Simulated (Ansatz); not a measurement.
**Cu16HCl (slab): density, localisation and related maps**

Input

```
crystal:
  lattice:
    - [5.0393684366, 0.0, 0.0]
    - [0.0, 5.0393684366, 0.0]
    - [0.0, 0.0, 24.6278573916]
  atoms:
    - { symbol: Cu, position: [0.25, 0.25, 0.3248354037] }
    - { symbol: Cu, position: [0.25, 0.75, 0.3248354037] }
    - { symbol: Cu, position: [0.75, 0.25, 0.3248354037] }
    - { symbol: Cu, position: [0.75, 0.75, 0.3248354037] }
    - { symbol: Cu, position: [0.5, 0.5, 0.3971797319] }
    - { symbol: Cu, position: [0.5, 0.0, 0.3971797319] }
    - { symbol: Cu, position: [0.0, 0.5, 0.3971797319] }
    - { symbol: Cu, position: [0.0, 0.0, 0.3971797319] }
    - { symbol: Cu, position: [0.75, 0.75, 0.4710541626] }
    - { symbol: Cu, position: [0.75, 0.25, 0.4710541626] }
    - { symbol: Cu, position: [0.25, 0.75, 0.4710541626] }
    - { symbol: Cu, position: [0.25, 0.25, 0.4710541626] }
    - { symbol: Cu, position: [0.0, 0.0, 0.5428221793] }
    - { symbol: Cu, position: [0.0, 0.5, 0.5428221793] }
    - { symbol: Cu, position: [0.5, 0.0, 0.5428221793] }
    - { symbol: Cu, position: [0.5, 0.5, 0.5428221793] }
    - { symbol: Cl, position: [0.0, 0.0, 0.6743805178] }
    - { symbol: H, position: [0.0, 0.0, 0.7264678748] }
basis:
  ecutwfc: 420
kpoints:
  mp_grid: { grid: [4, 4, 1] }
hamiltonian:
  xc: pbe
  dispersion: d3bj
scf:
  occupations: { method: gaussian, width: 0.1 }
output:
  forces: true
  eigenvalues: true
  write_density: true
  write_potential: true
  elf: true
  volumetric_format: npy
relax:
  adjacent_minimum: "off"
  f_tol: 0.04
  max_steps: 100
  constraints: [{ sites: [0, 1, 2, 3, 4, 5, 6, 7] }]
efield:
  axis: 3
  dipole_correction: true
  ramp_width: 0.04
```

Run with:

```sh
ansatz run input.yaml --threads 8 --pin off --max-ram 20480MiB --backend cpu --events-out ev --progress --plain --runs-dir out
```

The fields are those of the relaxed geometry.

Computed without spin polarisation.

Method: Ansatz 0.2.0, DFT PBE+D3(BJ), scalar-relativistic, plane waves, PAW.

The density is the valence pseudo-density of a PAW calculation; it isn't the true density close to the nuclei.

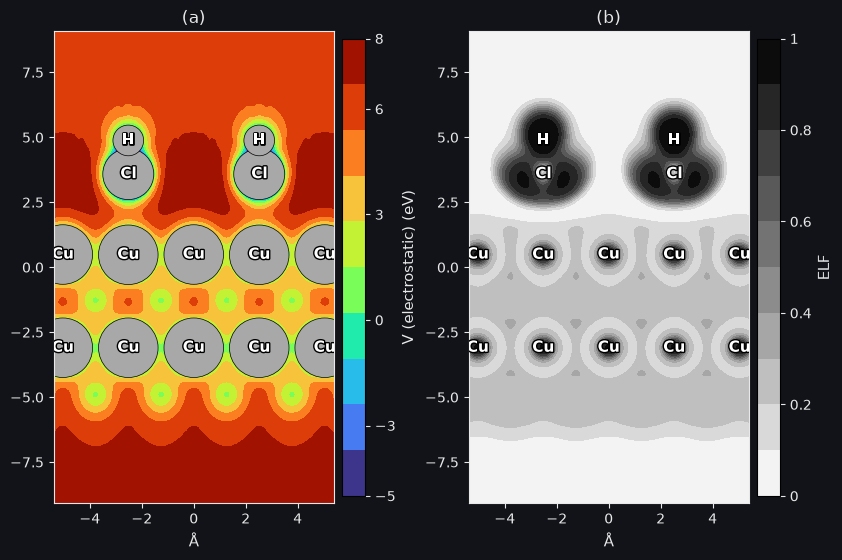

Figure 1. (a) electrostatic potential (local pseudopotential plus Hartree) felt by an electron; (b) ELF on the (100) plane of the calculation cell, a cut from vacuum to vacuum. Grey discs cover the atomic cores in the potential map.

Interpret the plot.

- The plane passes through Cu, Cl and H nuclei.
- Cl–H (1.30 Å): the ELF climbs to about 1 towards the hydrogen, as it does in any bond to H; a covalent bond by its length.
- The ELF also peaks beside Cl, away from the bonds: lone-pair regions.
- The features right at Cu lie inside the PAW spheres, where the map follows smoothed inner orbitals and isn't to be read closely.

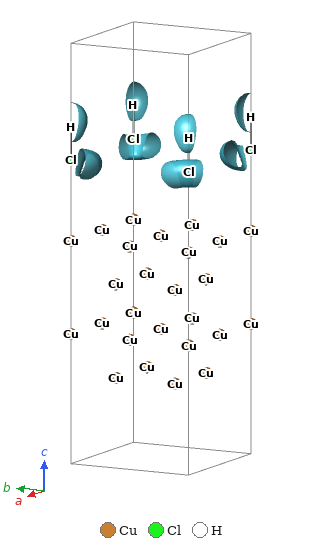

Figure 2. Isosurface of the ELF at 0.85 (cyan), seen at an oblique angle. Only the valence region is drawn (cores and ρ < 0.01 e/Å³ removed). Sticks mark near contacts.

Describe the localisation domains.

At this value the surface marks out one region around a hydrogen nucleus and one region wrapped around Cl (its valence shell), counted in one cell of 18 atoms. Counts are for one cell; the picture repeats the cell along the surface.


 Cu–Cu (2.50 Å): the ELF is about 0.20 at the midpoint: no localised pair shows between them.

Does the calculation make it a metal, or give it a gap?

It is metallic or semimetallic at this level of theory: no gap opens.
